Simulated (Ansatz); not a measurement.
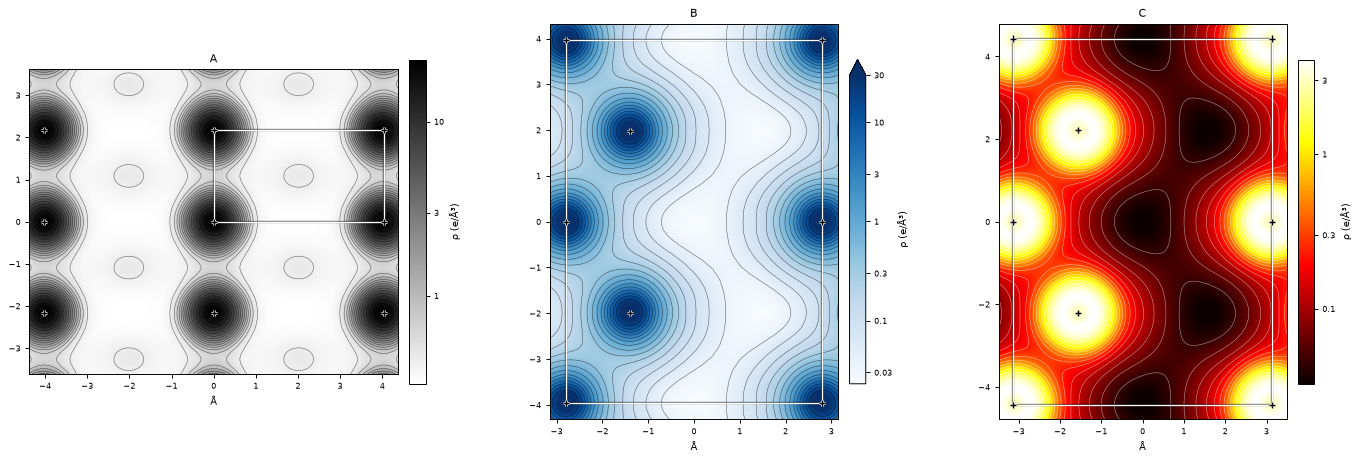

The valence charge density (pseudo) of 3 systems, each on a plane through atoms (crosses mark nuclei in the plane).

Theory: DFT, r2SCAN, plane waves (500 eV) with PAW, scalar-relativistic (Ansatz 0.2.0).

System 1: Zn, the (110) plane of the conventional cell. Space group Fd-3m; set up as Zn, diamond; a generated structure, not necessarily the stable one; changed on purpose from its base cell (volume × 0.96).

System 2: Cr, the (100) plane of the conventional cell. Space group P6/mmm; set up as Cr, omega (AlB2-type); a generated structure, not necessarily the stable one; changed on purpose from its base cell (volume × 0.88); computed pressure about 42 GPa in this cell; computed without spin polarisation.

System 3: Zr, the (011) plane of the conventional cell. Space group Fd-3m; set up as Zr, diamond; a generated structure, not necessarily the stable one; changed on purpose from its base cell (volume × 1.04).

```yaml
crystal:
  lattice:
    - [6.27225, 0.00000, 0.00000]
    - [0.00000, 6.27225, 0.00000]
    - [0.00000, 0.00000, 6.27225]
  atoms:
    - { symbol: Zr, position: [0.75000, 0.25000, 0.25000] }
    - { symbol: Zr, position: [0.25000, 0.75000, 0.25000] }
    - { symbol: Zr, position: [0.25000, 0.25000, 0.75000] }
    - { symbol: Zr, position: [0.75000, 0.75000, 0.75000] }
    - { symbol: Zr, position: [0.50000, 0.00000, 0.00000] }
    - { symbol: Zr, position: [0.00000, 0.50000, 0.00000] }
    - { symbol: Zr, position: [0.00000, 0.00000, 0.50000] }
    - { symbol: Zr, position: [0.50000, 0.50000, 0.50000] }
```

Q: Match each panel to its system.

A: Panel A is system 2, Cr: the plane holds Cr. Cr–Cr (2.17 Å): the density is about 0.63 e/Å³ at the midpoint. Panel B is system 1, Zn: the plane holds Zn. Zn–Zn (2.43 Å): the density is about 0.33 e/Å³ at the midpoint. Panel C is system 3, Zr: the plane holds Zr. Zr–Zr (2.72 Å): the density is about 0.29 e/Å³ at the midpoint.
